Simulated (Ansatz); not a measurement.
**Re: densities and their changes**

Space group P6_3/mmc; the calculation finds a residual pressure of about 6 GPa at this fixed cell.

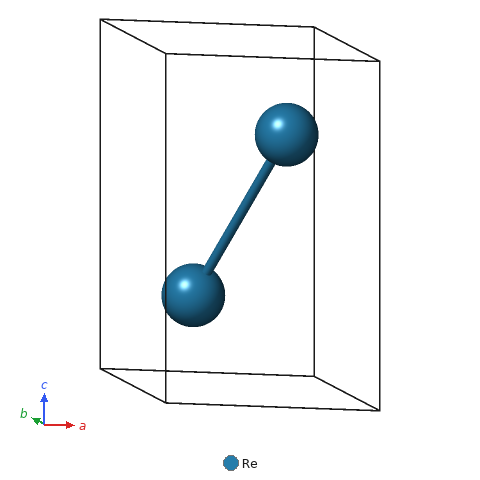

The conventional cell.

The calculation's input:

```
crystal:
  lattice:
    - [2.7608, 0.0, 0.0]
    - [-1.3804, 2.3909229348, 0.0]
    - [0.0, 0.0, 4.4582]
  atoms:
    - { symbol: Re, position: [0.3333333333, 0.6666666667, 0.25] }
    - { symbol: Re, position: [0.6666666667, 0.3333333333, 0.75] }
basis:
  ecutwfc: 420
  fft_grid_basis: typed
kpoints:
  mp_grid: { grid: [15, 15, 8] }
hamiltonian:
  xc: pbe
scf:
  occupations: { method: gaussian, width: 0.05 }
output:
  forces: true
  stress: true
  eigenvalues: true
  bader: true
  write_density: true
  volumetric_format: npy
  elf: true
```

Command:

```sh
ansatz run input.yaml --threads 1 --pin off --max-ram 2560MiB --backend cpu --events-out ev --progress --plain --runs-dir out
```

The picture shows the conventional cell (a = 2.76 Å, b = 2.76 Å, c = 4.46 Å, α = 90.00°, β = 90.00°, γ = 120.00°).

Computed with DFT PBE, scalar-relativistic, plane waves, PAW in Ansatz.

Core electrons are frozen (PAW), so the maps are meaningful between the atoms, not at the nuclei.

Part 1: Bonding charge

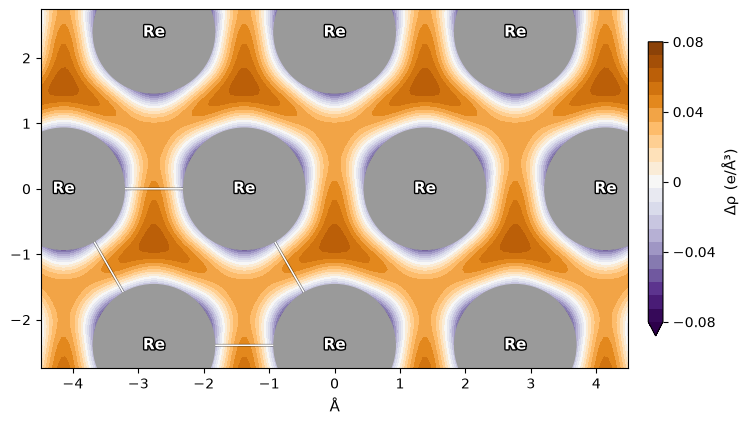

Density of the crystal less the sum of free-atom densities: a map on the (001) plane of the conventional cell, with grey discs over the atomic cores. Cores are masked to 0.9 Å (Re).

Q: Where does charge go when the atoms form this crystal?

A: Re–Re (2.74 Å): Δρ is +0.05 e/Å³ at the midpoint. Over the whole cell, outside the masked cores, the largest gain, 0.06 e/Å³, lies 1.5 Å from a rhenium nucleus, and the largest loss lies at the edge of the masked core of Re. In all about 0.26 e an atom is rearranged against the free atoms.

Part 2: One group of states

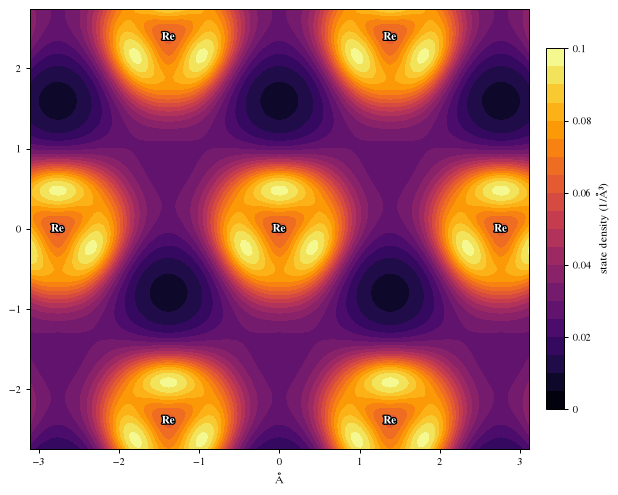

Density of the Kohn–Sham states from −1.2 to 0.0 eV about the Fermi level (the filled states just under the Fermi level), scaled to one electron a cell: a map on the (001) plane of the conventional cell.

Q: Which atoms and orbitals make up these states?

A: Löwdin projections on the PAW files' atomic orbitals give Re 5d (95 %).

Part 3: Change of volume

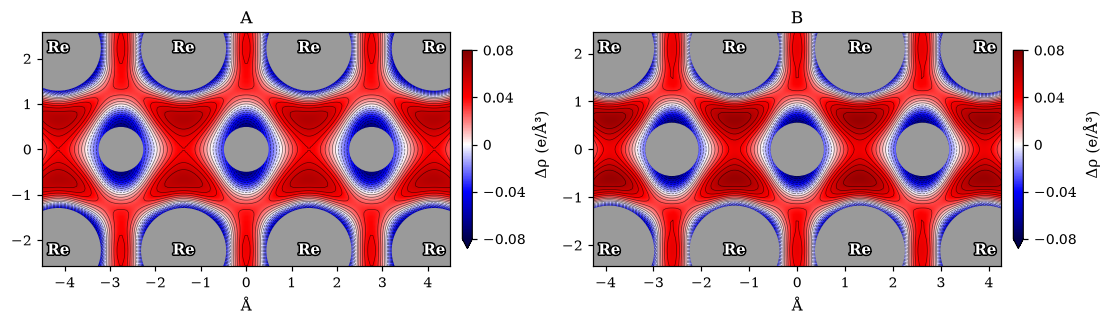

Re: deformation density on the (010) plane of the conventional cell at two volumes, with the same fractional coordinates and one colour scale. Grey discs cover the cores.

Q: How do the two volumes compare, and how does the bonding charge respond?

A: A is the larger cell: B has 85 % of the volume of A.
- From A to B, Re–Re goes from 2.74 to 2.60 Å, and Δρ at its midpoint from +0.05 to +0.06 e/Å³.
- The pressure is 6 GPa in A and 96 GPa in B.
- The rearranged charge is 0.26 e an atom in A and 0.23 e in B.

Part 4: Moving an atom

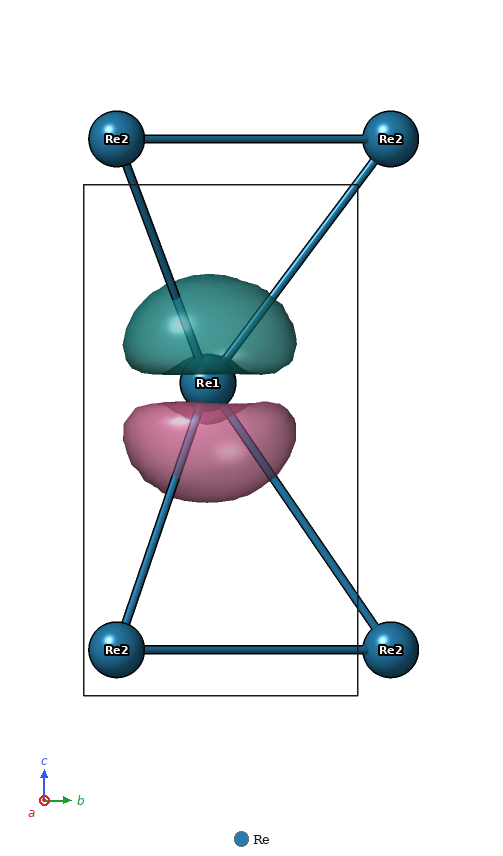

Re: one atom of the 2-atom cell (and its periodic copies) was moved a little. Density after less density before, teal at +0.3 and pink at −0.3 e/Å³, seen along the a axis; cell a = 2.76 Å, b = 2.76 Å, c = 4.46 Å, α = 90.00°, β = 90.00°, γ = 120.00°. The lobes lie largely inside the PAW sphere, where the density is a smoothed one.

Q: Which atom moved, and which way?

A: Re1 moved towards the teal lobe, upwards in the picture. In the run the shift was 0.10 Å along [0 0 1] in the axes of the cell drawn.

Q: What restoring force does the calculation give for this move?

A: The force on it changes by 0.60 eV/Å along the move, against it: a stiffness of about 6 eV/Å² for this sublattice shift.

Part 5: Putting it together

The two pressures give a mean stiffness −ΔP/Δln V of about 553 GPa over this range, with the atoms held at their fractional positions.

Run times: 19 s (base cell), 4 s (state densities), 24 s (scaled cell) and 20 s (moved atom), on 1 thread of Arm Neoverse V1, with other jobs on the host.
